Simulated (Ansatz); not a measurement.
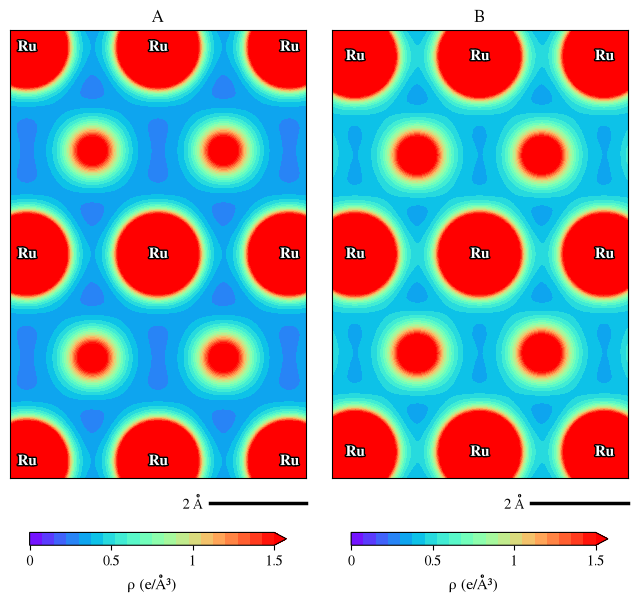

Ru. The valence charge density (pseudo) of two cells that differ in size, on the (100) plane of each (indices in the axes of the calculation cell), at one length scale and on one colour scale; one has 12.0 and the other 13.9 Å³ an atom.

All numbers below come from Ansatz 0.2.0, DFT PBE, scalar-relativistic, plane waves, PAW.

The density is the valence pseudo-density of a PAW calculation; it isn't the true density close to the nuclei.

The larger cell:

```
Ru
1.0
     2.72954    0.00000    0.00000
    -1.36477    2.36385    0.00000
     0.00000    0.00000    4.30886
Ru
2
Direct
  0.33333 0.66667 0.25000
  0.66667 0.33333 0.75000
```

The smaller cell: a = 2.593 Å, b = 2.593 Å, c = 4.118 Å, α = 90.00°, β = 90.00°, γ = 120.00°.

Question: Which is the denser cell? Describe the effect of the change.

Answer: Panel B is the smaller cell, by 14 % in volume. From the larger cell to the smaller, Ru–Ru goes from 2.73 to 2.59 Å, and the density at its midpoint from 0.37 to 0.47 e/Å³; the pressure goes from −3.0 to 60 GPa.
